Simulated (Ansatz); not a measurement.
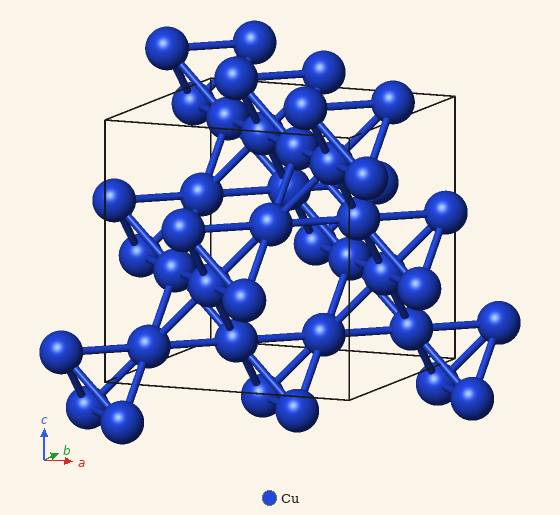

The compound is Cu (space group Fd-3m, No. 227), taken as the end point of a relaxation with Ansatz 0.2.0, DFT PBE, scalar-relativistic, plane waves, PAW; the starting structure was generated, so it need not be a known form of this composition.

Bonds are taken as Cu–Cu below 2.7 Å; no other contact counts. Atoms with one bond or none are removed and atoms with two bonds are replaced by edges, until no such atom is left.

### What kind of net remains, and which atoms are its nodes?

A uninodal 6-connected, three-periodic net: Cu is a 6-connected node.

### Which named net is it?

It is the crs net, known from the B net of the cubic Laves phase and of pyrochlore.

### Is the net interpenetrated?

It is a single net, without interpenetration.

### Give the point symbol of each node (shortest cycle at each angle).

Cu: 3⁶·6⁶·7³.

The simplified net, drawn on the atoms' positions. Nodes are coloured by element. Edges to nodes outside the piece are drawn as stubs.

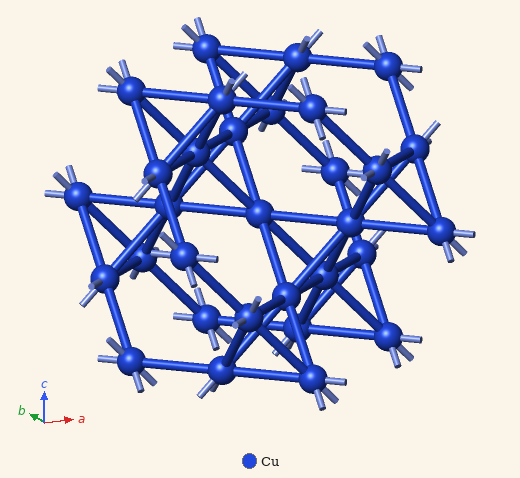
